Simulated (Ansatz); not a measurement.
System: W.

```
W
1.0
     3.15436    0.00000    0.00000
     0.00000    3.12676   -3.12676
     0.00000    3.18196    3.18196
W
4
Direct
  0.00000 0.00000 0.00000
  0.50000 0.50000 0.00000
  0.00000 0.50000 0.50000
  0.50000 0.00000 0.50000
```

Space group Fmmm; changed on purpose from its base cell (strain +0.0175 x Voigt [0, 0, 0, 1, 0, 0], atoms carried along).

Method: DFT PBEsol, scalar-relativistic, plane waves, PAW (Ansatz).

Predict the valence pseudo-density and electron localisation function between the atoms.

Answer. W–W (2.72 Å): ρ at the midpoint is about 0.43 e/Å³; the ELF is about 0.40 at the midpoint.

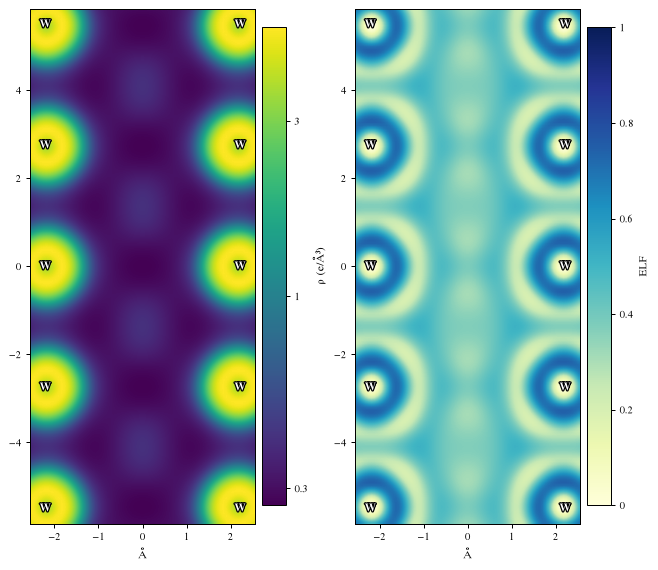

Computed valence pseudo-density and electron localisation function on the (101) plane of the conventional cell, in this order. 

Core electrons are frozen (PAW), and the valence fields are smoothed inside the atomic spheres.
